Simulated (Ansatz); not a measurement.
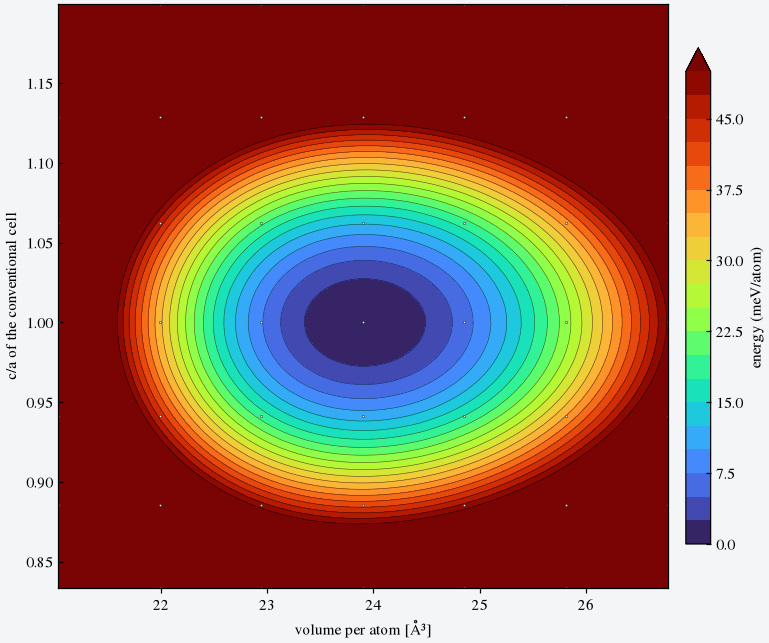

Ge (Fd-3m, No. 227; 2 atoms in the cell). The energy is mapped over volume and the cell's shape. First axis: volume per atom. Second axis: c/a of the conventional cell. Nothing is relaxed (symmetry fixes all fractional coordinates). Grid: 7 × 7 points. Points are written as (first, second). Energies are in meV/atom, from the lowest grid point. The lowest point has no gap; 4 points of the grid have one on the k-mesh. All numbers below come from DFT PBE, scalar-relativistic, plane waves, PAW in Ansatz 0.2.0. Settings: cutoff 420 eV, k-mesh 14×14×14, gaussian smearing 0.15 eV, no spin polarisation.

In the figure: filled contours, dots at the grid points, one colour for all values above the top of the scale. Between grid points the surface is interpolated.

Estimate the position of the minimum and the force constants in these coordinates.

Answer. The interpolated minimum is at volume per atom ≈ 23.90 Å³, c/a of the conventional cell ≈ 1.000. The curvatures there are about 0.031 eV/(Å³)² and 13 eV, with a cross term of about 0 eV/Å³ (per cell of 2 atoms). Round the minimum the two coordinates are nearly uncoupled.
